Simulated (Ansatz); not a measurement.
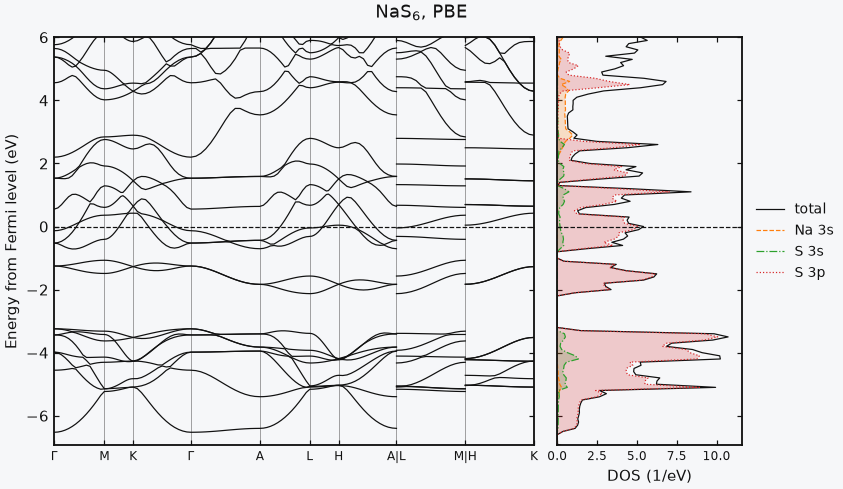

Band structure and density of states. Energies are counted from the Fermi level. The partial curves are projected on Löwdin-orthogonalised atomic shells; they sum to less than the total at higher energies, where shells without a projector contribute.

Structure: NaS6, space group P6/mmm (No. 191), 7 atoms in the cell.

Computed with Ansatz 0.2.0: DFT PBE, scalar-relativistic, plane waves, PAW, no spin polarisation, 6×6×8 k mesh, 420 eV cutoff.

Does this material conduct, going by its bands?

A metal: 3 bands cross the Fermi level along this path.

Which levels at Γ lie nearest to the Fermi level?

At Γ the nearest levels lie 0.13 eV below and 0.55 eV above the Fermi level.

What carries the states at the Fermi level?

By projected weight, the states within 0.3 eV of the Fermi level are S 3p almost alone.

What is the density of states at the Fermi level?

The density of states at the Fermi level is about 4.7 per eV and cell (mean within 0.25 eV), or 0.68 per atom.

The structure is an invented one, so it need not be a known or stable phase. The starting guess was a poor one.
